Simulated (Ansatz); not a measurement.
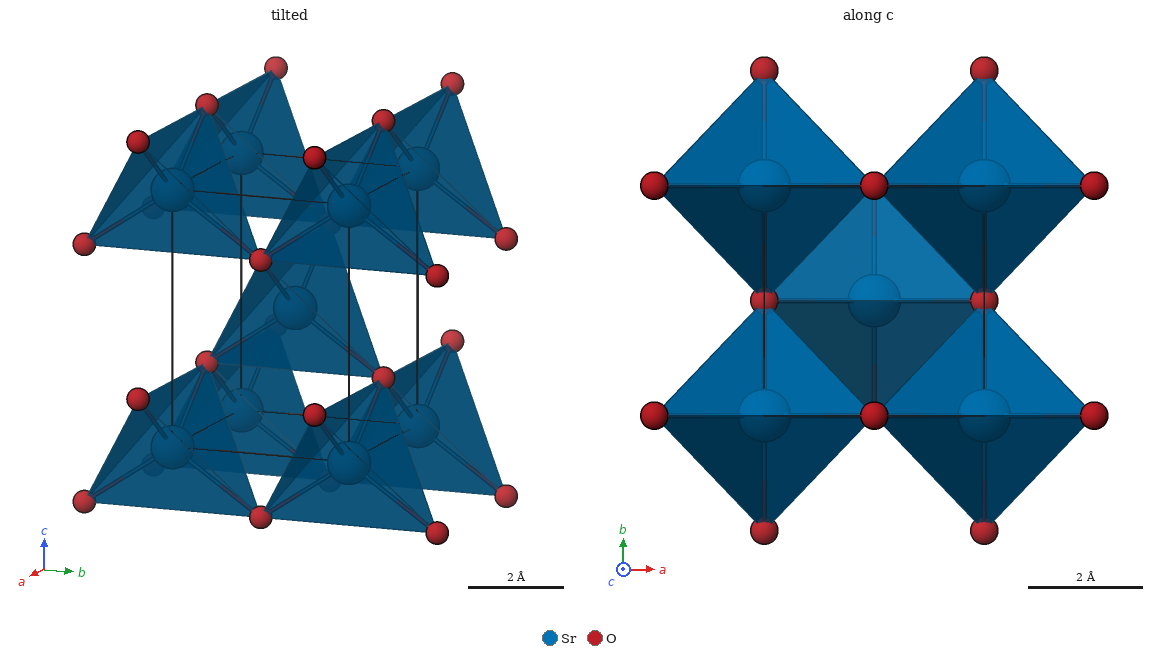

Figure: polyhedral view slightly off an axis and along the c axis. The box is the conventional unit cell; atoms on or close to its faces, edges and corners are drawn wherever they repeat. A few atoms beyond the faces are included.

SrO, space group Imm2 (No. 44), a = 3.861 Å, b = 4.037 Å, c = 5.585 Å, α = 90.00°, β = 90.00°, γ = 90.00°. The structure was taken from a structure type filled with these elements by a generator (whether the compound takes this form wasn't checked). The cell was then strained or its atoms displaced on purpose. Ansatz was used for an electronic-structure calculation on it.

This one geometry was computed with Ansatz (DFT, plane waves, PAW) at three levels of theory: r2SCAN, HSE06 and PBE. It was relaxed with r2SCAN and then strained.

### How does the band gap change with the level of theory?

PBE: a gap of 2.51 eV, indirect; r2SCAN: a gap of 2.88 eV, indirect; HSE06: a gap of 3.84 eV, indirect.

### Collect the results in a table.

| level | cutoff (eV) | k-mesh of the run's cell | gap (eV) | pressure (GPa) |
| --- | --- | --- | --- | --- |
| r2SCAN | 500 | 8×8×8 | 2.88 | -0.1 |
| HSE06 | 420 | 6×6×6 | 3.84 | -0.4 |
| PBE | 420 | 8×8×8 | 2.51 | 0.9 |

Gaps are taken on the k-mesh or band path of each run.
